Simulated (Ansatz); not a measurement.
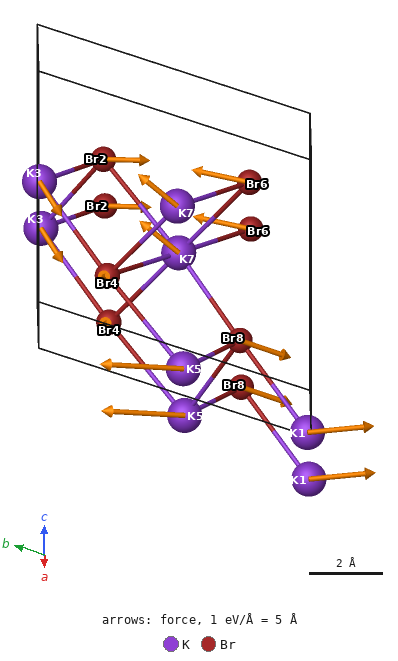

Starting geometry of solid KBr (built on the rocksalt type) with the computed forces as orange arrows. A ball-and-stick model of the cell of the calculation, reduced to other axes, repeated 2 × 1 × 1 with one cell outlined, seen from a free direction. Lengths and directions refer to the drawn axes.

Case: shaken.

The calculation used DFT, PBEsol, plane waves, PAW (Ansatz 0.2.0).

The input:
```yaml
crystal:
  lattice:
    - [0.0610022167, 6.518450505, 6.5465203676]
    - [3.3287065464, 0.031427713, 3.2723335791]
    - [6.6908033436, 6.5499875463, 0.0294651753]
  atoms:
    - { symbol: K, position: [-0.0139753937, 0.0388626909, -0.0094545921] }
    - { symbol: Br, position: [0.2373743403, 0.5304985476, 0.2441546115] }
    - { symbol: K, position: [0.0055908754, 0.0177131546, 0.4826426439] }
    - { symbol: Br, position: [0.254778635, 0.5265409926, 0.7449678061] }
    - { symbol: K, position: [0.5327488747, -0.0380343527, -0.0157477546] }
    - { symbol: Br, position: [0.7755716375, 0.4879724005, 0.2368580861] }
    - { symbol: K, position: [0.5134939271, -0.0186600242, 0.4883248944] }
    - { symbol: Br, position: [0.7382614847, 0.5374557102, 0.7378933854] }
kpoints:
  mp_grid: { grid: [6, 6, 6] }
hamiltonian:
  xc: pbesol
scf:
  occupations: { method: fermi_dirac, width: 0.05 }
relax:
  f_tol: 0.01
  cell: {}
  max_steps: 120
```

Run as
```bash
ansatz run input.yaml --threads 2 --pin off --max-ram 2211MiB --backend cpu --events-out ev --progress --plain --runs-dir out
```

> Is this structure relaxed? If not, where do the atoms go?

It isn't relaxed: the largest force vector, on K5, is 0.50 eV/Å. The atoms end up moving mostly along the starting forces (cosine between the two patterns 0.92). After 3 accepted moves (4 points after the start) the energy has fallen by 22.9 meV per atom. The largest force component goes from 0.41 to 0.00052 eV/Å. The pressure goes from 0.22 to 0.00 GPa. At 1 point the geometry stayed and the basis and grid were re-selected for the new cell (energy shift of less than 0.05 meV per atom at most each time). The largest move relative to the cell is that of K5, 0.24 Å roughly along [−1 1 0]. Largest moves by element: K 0.24 Å, Br 0.16 Å. Cell: a 4.668 → 4.633 Å (−0.8 %), b 7.967 → 8.019 Å (+0.7 %), c 8.019 → 8.024 Å (+0.1 %), α 71.1° → 70.5°, β 88.8° → 90.0°. Volume −0.4 %. Near-neighbour distances that change, for instance: Br2–K5 3.620 → 3.276 Å, Br4–K7 3.518 → 3.276 Å, K5–Br8 3.063 → 3.275 Å, K7–Br8 3.093 → 3.275 Å. Among the angles between lasting bonds that change: Br2–K5–Br8 167.0° → 180.0°, K5–Br8–K7 99.2° → 90.1°, K3–Br8–K5 171.1° → 180.0°. The space group (tolerance 0.01 Å) goes from P1 (No. 1) to Fm-3m (No. 225).
